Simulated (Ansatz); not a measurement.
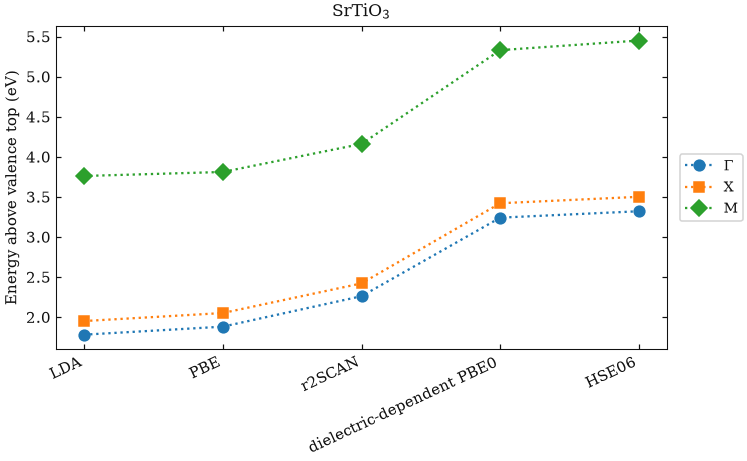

Lowest conduction level at each named k point, counted from the valence-band top at R, by several methods on one cell of cubic perovskite-type SrTiO₃, space group Pm-3m, 5 atoms in the cell, relaxed with r2SCAN; cubic a = 3.907 Å. All runs are without spin-orbit coupling and carry no moments. The cell is at 4 GPa in PBE.

> Does HSE06 shift these levels rigidly from PBE?

The shifts are +1.44 eV at Γ, +1.45 eV at X and +1.64 eV at M, and at points that aren't plotted +1.77 eV (R): over the named points that both runs hold, a spread of 0.33 eV on a mean of 1.57 eV, so one shift describes them only roughly.

> How do the methods rank at Γ?

From low to high: LDA 1.78, PBE 1.88, r2SCAN 2.26, dielectric-dependent PBE0 3.24, HSE06 3.32 eV. Too close to rank are dielectric-dependent PBE0 against HSE06.

> Do the methods agree on which of these conduction levels is lowest?

Yes: all put it at Γ.

```csv
method,program,Γ (eV),X (eV),M (eV)
LDA,Ansatz,1.78,1.95,3.76
PBE,Ansatz,1.88,2.05,3.81
r2SCAN,Ansatz,2.26,2.42,4.16
dielectric-dependent PBE0,Ansatz,3.24,3.42,5.33
HSE06,Ansatz,3.32,3.50,5.45
```

Settings. LDA: Ansatz PAW set, 6×6×6 k mesh, 420 eV cutoff, fixed occupations (Ansatz 0.2.0). PBE: Ansatz PAW set, 6×6×6 k mesh, 420 eV cutoff, Fermi-Dirac smearing of 0.02 eV (Ansatz 0.2.0). r2SCAN: Ansatz PAW set, 6×6×6 k mesh, 500 eV cutoff, fixed occupations (Ansatz). dielectric-dependent PBE0: Ansatz PAW set, 4×4×4 k mesh, 420 eV cutoff, fixed occupations (Ansatz 0.2.0). HSE06: Ansatz PAW set, 4×4×4 k mesh, 420 eV cutoff, fixed occupations (Ansatz).

These are five of the 7 methods that were run on this cell. The cell comes from a database of computed structures, and whether it is the stable form of this composition wasn't checked. LDA, r2SCAN, dielectric-dependent PBE0 and HSE06: the PAW data sets were made with another functional. LDA, GGA and most meta-GGA functionals understate gaps. dielectric-dependent PBE0 and HSE06: the k mesh is thin for exact exchange.
